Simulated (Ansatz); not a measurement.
# Band-structure calculation of AlP

AlP (2 atoms in the cell), computed with DFT, PBEsol, all-electron LAPW, scalar-relativistic, no spin polarisation (Ansatz 0.2.0).

Figures and captions count atoms from 1; the log counts them from 0 in places.

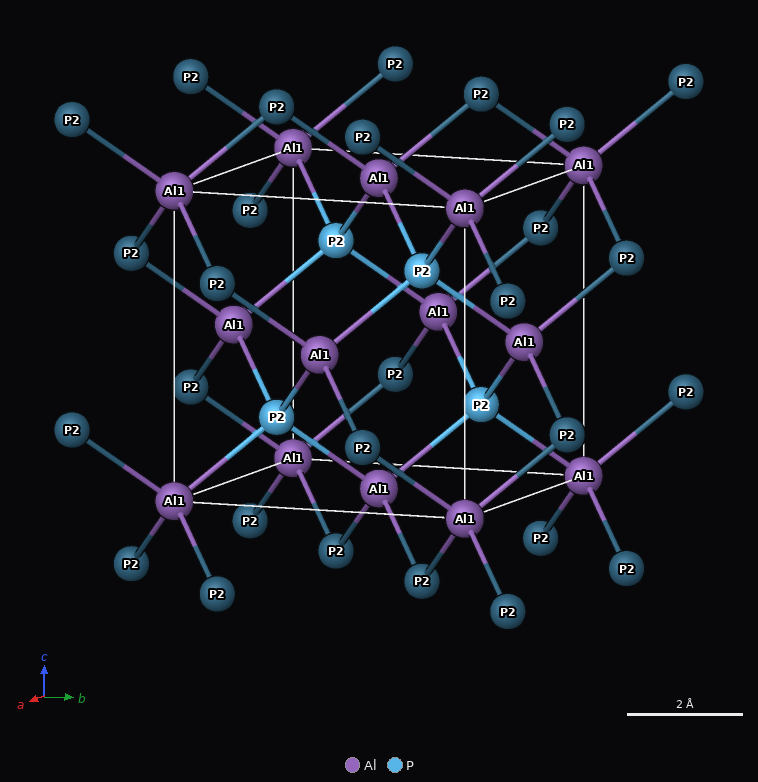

Figure 1. The structure as given in the input (ball-and-stick view of the cell 4 times as large as that of the calculation, set on its symmetry axes, seen slightly off an axis; neighbours outside the cell are drawn fainter; atoms are numbered from 1 in the order of the input). An atom can appear more than once, as a periodic image. Near neighbours in the periodic cell (some may lie outside the picture): Al has 4 P at 2.37 Å; P has 4 Al at 2.37 Å.

### Input file
```yaml
crystal:
  lattice:
    - [0.0, 2.7349947702, 2.7349947702]
    - [2.7349947702, 0.0, 2.7349947702]
    - [2.7349947702, 2.7349947702, 0.0]
  atoms:
    - { symbol: Al, position: [0.0, 0.0, 0.0] }
    - { symbol: P, position: [0.25, 0.25, 0.25] }
kpoints:
  mp_grid: { grid: [14, 14, 14] }
  band_path:
    path:
      - [0.0, 0.0, 0.0]
      - [-0.5, -0.5, 0.0]
      - [-0.375, -0.375, 0.25]
      - [-0.375, 0.0, 0.375]
      - [0.0, 0.0, 0.0]
      - [0.0, 0.0, 0.5]
      - [-0.5, -0.25, 0.25]
      - [-0.5, -0.5, 0.0]
    npoints: 14
scf:
  occupations: { method: fermi_dirac, width: 0.1 }
hamiltonian:
  xc: pbesol
  pseudopotentials: { kind: all_electron, lapw: { basis_error: 0.001 } }
output:
  forces: true
  stress: true
  eigenvalues: true
  populations: true
  dos: { projected: true, de: 0.2, e_range: [-14, 8] }
```

Launch command:
```bash
ansatz run input.yaml --threads 1 --pin off --max-ram 2048MiB --backend cpu --events-out ev --progress --plain --runs-dir out
```

### The program's output
```
Al: projections on atomic orbitals take those of the free atom 1s2 2s2 2p6 3s2 3p1, of charge +0.00 (hamiltonian.pseudopotentials.projection_atoms)
P: projections on atomic orbitals take those of the free atom 1s2 2s2 2p6 3s2 3p3, of charge +0.00 (hamiltonian.pseudopotentials.projection_atoms)
LAPW: plane waves up to 7.530 Å⁻¹, error target 1.0e-3 eV per atom; small_component_spin mean_spin; Al in spheres of 1.215 Å, 11 of its electrons in bands, Dirac shells []; P in spheres of 1.154 Å, 13 of its electrons in bands, Dirac shells [] (how accurate: hamiltonian.pseudopotentials.lapw.basis_error, Limitations)
Engine: ansatz 0.2.0, aarch64-unknown-linux-gnu
Pseudopotentials: kind: all_electron
Pseudopotential: Al, LAPW, valence charge 11, lapw/all_electron/scalar/gaussian/Al, Koelling and Harmon's equation, gaussian nucleus
Pseudopotential: P, LAPW, valence charge 13, lapw/all_electron/scalar/gaussian/P, Koelling and Harmon's equation, gaussian nucleus
Functional definition: PBEsol
  exchange = pbesol_x
  correlation = pbesol_c
Crystal: 2 atoms, lattice volume = 40.917 Å³
Basis set: ecut = 216.01429190574783 eV, 283 PW (Γ), exchange–correlation at level 2
Bands: 16, of which v1, the nominal top of the filled ones, is band 12 counted from 1 (11 counted from 0)
Symmetry: 24 space group operations
Space group: F-43m (ITA 216), of the structure as read, at distance tolerance 3.4e-5 Å
k-points: 104 of 2744 (time reversal used)
Non-local potential: Al, projectors of the file, none
Non-local potential: P, projectors of the file, none
Initial density: superposition of atomic densities (chi_scale 0.1, normalization cell, long waves kept (reshape's long-wave potential 0.00 eV rms))
Initial wavefunctions: plane waves of lowest kinetic energy (no species holds an atomic orbital)
Functional: x = pbesol(κ = 0.804, μ = 0.12345679012345678), c = pbesol(β = 0.046)
iter 1 solved again at ethr=4.78e-3 eV; its pass at ethr=1.00e-1 eV (dr2=1.15e0 eV) is discarded
SCF iter   1: F=—  HF=-15889.434600 eV  |F-HF|=—  |Δ(HF+E_count)|=         —  Δρ=4.37e-2  dr2=1.15e0  ethr=4.78e-3  ⟨swp⟩=2.0  Hψ=12102  notcnv=0
preconditioner: auto → none  [insulator: Δε(μ)=2.155 eV  Ē_g=10.193 eV  σ=0.100 eV  W_gap=1.00  n_scr=14 (ndim 8)  ℏωp=16.4 eV  f_vac=0.000  D(μ)=0.00/eV (n_scr^D=0)  ε∞_Penn≈3.6]
iter 2 solved again at ethr=2.83e-4 eV; its pass at ethr=4.78e-3 eV (dr2=6.78e-2 eV) is discarded
SCF iter   2: F=—  HF=-15889.094496 eV  |F-HF|=—  |Δ(HF+E_count)|=   3.40e-1  Δρ=1.48e-2  dr2=6.75e-2  ethr=2.83e-4  ⟨swp⟩=2.0  Hψ=8297  notcnv=0
SCF iter   3: F=—  HF=-15889.078677 eV  |F-HF|=—  |Δ(HF+E_count)|=         —  Δρ=5.86e-3  dr2=1.16e-2  ethr=2.81e-4  ⟨swp⟩=2.0  Hψ=4267  notcnv=0
the basis was enlarged: its passes take 230.2 KiB over the memory plan, 1 of 1 planned eigensolver slots
SCF iter   4: F=—  HF=-15889.077174 eV  |F-HF|=—  |Δ(HF+E_count)|=   1.50e-3  Δρ=4.09e-4  dr2=3.97e-5  ethr=4.82e-5  ⟨swp⟩=2.0  Hψ=4270  notcnv=0
SCF iter   5: F=—  HF=-15889.077191 eV  |F-HF|=—  |Δ(HF+E_count)|=   1.69e-5  Δρ=6.04e-5  dr2=8.79e-7  ethr=1.66e-7  ⟨swp⟩=3.0  Hψ=4588  notcnv=0
SCF iter   6: F=-15889.077192 eV  HF=-15889.077192 eV  |F-HF|=4.20e-8  |Δ(HF+E_count)|=   3.35e-7  Δρ=1.23e-5  dr2=3.79e-8  ethr=3.66e-9  ⟨swp⟩=3.0  Hψ=4483  notcnv=0
SCF 1 converged in 6 iterations: F = -15889.077192 eV  dr2 = 3.79e-8
NSCF: frozen V_eff on 99 k-points
SCF converged after 6 iterations
Free energy (F): -15889.077192 eV
Harris-Foulkes:  -15889.077192 eV  (|F-HF|=4.20e-8)
Internal energy: -15889.077173 eV  (E = F + TS)
E sigma→0 (E₀):  -15889.077182 eV
Entropy (-TS):   -0.000019 eV (-0.009 meV/atom)
Fermi energy:    6.981597 eV
--- Per-component energies (eV) ---
  E_band       = -1510.083848
  E_kinetic    = 15932.107285
  E_xc         = -1109.279191
  E_electrostatic = -30711.905267  (all electrons and nuclei)
  E_smearing   = -0.000019  (= −TS)
  E_closure    = 0.000000  (closes the sum)
  E_atoms      = -15878.092778  (free atoms, spherical and without spin; not in F)
  Σ components = -15889.077192   (vs F -15889.077192, Δ=0.00e0)
  Basis errors (estimates in eV, not in F): energy 4.9e-4 per atom: plane waves 4.4e-4 (2.7e-4 summed), levels above the bands 2.8e-29, relativity 6.7e-9, radial functions 4.3e-5, core shells 2.0e-13; eigenvalues (radial functions only) 1.2e-6; not estimated: angular momenta, meshes, grids; target (lapw.basis_error) 1.0e-3; muffin-tin radii Al 1.215 Å, P 1.154 Å
--- Forces (eV/Å), atoms counted from 1 ---
  atom   1  Al     0.00000000     0.00000000     0.00000000
  atom   2  P     -0.00000000     0.00000000    -0.00000000
  max |Σ_I F_I| component: 2.08e-17 eV/Å
--- Stress (GPa, compression-positive) ---
       -0.031131       0.000000       0.000000
        0.000000      -0.031131       0.000000
        0.000000       0.000000      -0.031131
  P = ⅓ Tr σ = -0.0311 GPa (-0.311 kbar)
--- Band table (eV; the first three rows and the last of 104) ---
  k-point 0: bands = ["-160.2674", "-110.9964", "-110.9964", "-110.9964", "-95.9115", "-57.5903", "-57.5903", "-57.5903", "-5.3192", "6.1764", "6.1764", "6.1764", "9.3245", "10.6720", "10.6720", "10.6720"]
  k-point 1: bands = ["-160.2674", "-110.9964", "-110.9964", "-110.9964", "-95.9115", "-57.5903", "-57.5903", "-57.5903", "-5.2623", "5.6841", "6.1237", "6.1237", "9.6248", "10.7544", "10.7757", "10.7757"]
  k-point 2: bands = ["-160.2674", "-110.9964", "-110.9964", "-110.9964", "-95.9115", "-57.5904", "-57.5903", "-57.5903", "-5.0948", "4.6605", "5.9882", "5.9882", "9.7480", "11.0214", "11.0214", "11.3938"]
  k-point 103: bands = ["-160.2674", "-110.9964", "-110.9964", "-110.9964", "-95.9115", "-57.5906", "-57.5905", "-57.5905", "-2.9244", "1.2241", "3.0302", "3.3615", "10.1277", "11.3491", "12.7643", "12.9490"]
--- Löwdin populations: 2 sites ---
  site symbol       q [e]
     0     Al     12.6479
     1      P     15.2942
  spilling = 0.002067 (of n_electrons = 28.000000)
```

### File dos.tsv
```
# E-E_F[eV]	g_bin_mean(E)[states/eV]	N(E)
# format = ansatz-dos/2
# fermi_ev = 6.981597
# fermi_mp_grid = 14 14 14
# fermi_mp_shift = 0 0 0
# g_bin_mean(E): the states in a bin one row spacing wide, centred on E, divided by that spacing. States that the method places at a single energy (under output.dos.method: tetrahedron, those of a tetrahedron whose four corners have one energy) are counted whole in the row whose bin holds that energy (on the edge of two bins, in the lower row). The sum of g_bin_mean over a run of rows, times the row spacing, is the number of states from half a spacing under the first of them to half a spacing over the last (a plain sum, not the trapezoid rule).
-14.000000	0.000000e0	1.600000e1
-13.800000	0.000000e0	1.600000e1
-13.600000	0.000000e0	1.600000e1
-13.400000	0.000000e0	1.600000e1
-13.200000	0.000000e0	1.600000e1
-13.000000	0.000000e0	1.600000e1
-12.800000	0.000000e0	1.600000e1
-12.600000	0.000000e0	1.600000e1
-12.400000	2.555975e-8	1.600000e1
-12.200000	1.163127e-1	1.600691e1
-12.000000	2.436417e-1	1.604494e1
-11.800000	3.335724e-1	1.610311e1
-11.600000	4.189359e-1	1.617854e1
-11.400000	5.089430e-1	1.627101e1
-11.200000	6.125730e-1	1.638270e1
-11.000000	7.476359e-1	1.651742e1
-10.800000	9.571637e-1	1.668539e1
-10.600000	1.415676e0	1.692042e1
-10.400000	1.501299e0	1.722003e1
-10.200000	1.560149e0	1.752356e1
-10.000000	1.584098e0	1.786149e1
-9.800000	0.000000e0	1.800000e1
-9.600000	0.000000e0	1.800000e1
-9.400000	0.000000e0	1.800000e1
-9.200000	0.000000e0	1.800000e1
-9.000000	0.000000e0	1.800000e1
-8.800000	0.000000e0	1.800000e1
-8.600000	0.000000e0	1.800000e1
-8.400000	0.000000e0	1.800000e1
-8.200000	0.000000e0	1.800000e1
-8.000000	0.000000e0	1.800000e1
-7.800000	0.000000e0	1.800000e1
-7.600000	0.000000e0	1.800000e1
-7.400000	0.000000e0	1.800000e1
-7.200000	0.000000e0	1.800000e1
-7.000000	0.000000e0	1.800000e1
-6.800000	0.000000e0	1.800000e1
-6.600000	0.000000e0	1.800000e1
-6.400000	9.828583e-3	1.800000e1
-6.200000	3.472632e-1	1.802889e1
-6.000000	1.062358e0	1.815341e1
-5.800000	2.855565e0	1.852544e1
-5.600000	1.325993e0	1.901086e1
-5.400000	8.085126e-1	1.920659e1
-5.200000	5.846768e-1	1.934423e1
-5.000000	4.814023e-1	1.944922e1
-4.800000	3.869770e-1	1.953646e1
-4.600000	3.267558e-1	1.960617e1
-4.400000	2.965117e-1	1.966761e1
-4.200000	7.799514e-1	1.975747e1
-4.000000	1.246192e0	1.998510e1
-3.800000	1.094235e0	2.021362e1
-3.600000	1.046146e0	2.042405e1
-3.400000	1.121345e0	2.063961e1
-3.200000	1.265156e0	2.087808e1
-3.000000	1.542765e0	2.115107e1
-2.800000	1.765428e0	2.149415e1
-2.600000	1.696790e0	2.184165e1
-2.400000	1.678371e0	2.217728e1
-2.200000	1.615396e0	2.250700e1
-2.000000	1.605570e0	2.282851e1
-1.800000	1.612905e0	2.315051e1
-1.600000	1.432470e0	2.346860e1
-1.400000	9.131889e-1	2.369759e1
-1.200000	6.470045e-1	2.384976e1
-1.000000	3.980544e-1	2.395758e1
-0.800000	5.318584e-2	2.400000e1
-0.600000	0.000000e0	2.400000e1
-0.400000	0.000000e0	2.400000e1
-0.200000	0.000000e0	2.400000e1
0.000000	0.000000e0	2.400000e1
0.200000	0.000000e0	2.400000e1
0.400000	0.000000e0	2.400000e1
0.600000	6.433716e-4	2.400000e1
0.800000	5.461220e-2	2.400312e1
1.000000	1.414829e-1	2.402300e1
1.200000	2.186748e-1	2.405931e1
1.400000	3.075194e-1	2.411142e1
1.600000	4.050512e-1	2.418267e1
1.800000	5.522245e-1	2.427664e1
2.000000	7.224332e-1	2.440283e1
2.200000	9.845979e-1	2.457132e1
2.400000	1.349474e0	2.480104e1
2.600000	1.863347e0	2.512128e1
2.800000	1.894944e0	2.551408e1
3.000000	1.829155e0	2.588811e1
3.200000	9.542957e-1	2.617911e1
3.400000	4.811447e-1	2.630981e1
3.600000	7.128899e-1	2.640848e1
3.800000	2.046318e0	2.664439e1
4.000000	2.491665e0	2.715930e1
4.200000	1.666020e0	2.759428e1
4.400000	1.391561e0	2.787367e1
4.600000	1.417354e0	2.815279e1
4.800000	1.672010e0	2.845202e1
5.000000	1.318278e0	2.877027e1
5.200000	1.191072e0	2.901273e1
5.400000	1.446037e0	2.926870e1
5.600000	1.264776e0	2.956478e1
5.800000	1.094606e0	2.977978e1
6.000000	1.148746e0	3.001420e1
6.200000	1.032450e0	3.023054e1
6.400000	9.329008e-1	3.042432e1
6.600000	1.169534e0	3.061566e1
6.800000	1.400336e0	3.091012e1
7.000000	9.523135e-1	3.113120e1
7.200000	8.670516e-1	3.131414e1
7.400000	7.452702e-1	3.147315e1
7.600000	4.302832e-1	3.158885e1
7.800000	3.586781e-1	3.166820e1
8.000000	3.109974e-1	3.173331e1
```

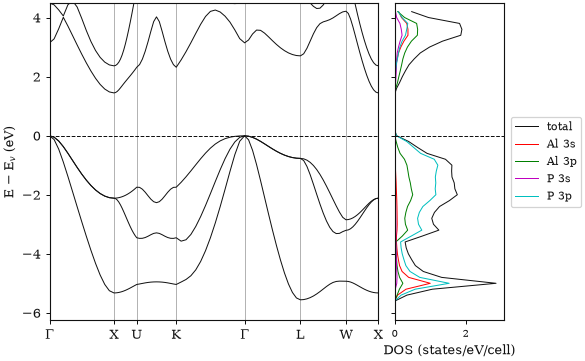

Figure 2. Band structure along Γ–X–U–K–Γ–L–W–X and density of states (projected on atomic shells), with energies from the valence-band top. There is a gap of 1.45 eV on this path, indirect, from Γ to X.

### Results in brief

| quantity | value |
| --- | --- |
| outcome | converged |
| space group (tolerance 0.01 Å) | F-43m (216) |
| electrons in bands (core shells apart) | 24 |
| free energy | −15889.0772 eV |
| Fermi energy | 6.982 eV |
| pressure | −0.03 GPa |
| electronic character | gap of 1.45 eV |
| largest force (length of the vector) | under 0.001 eV/Å |
| hardware | 1 thread of Arm Neoverse V1, 112 GiB of memory available, shared host |
| wall time | 24 s |
| peak memory | 0.3 GiB |
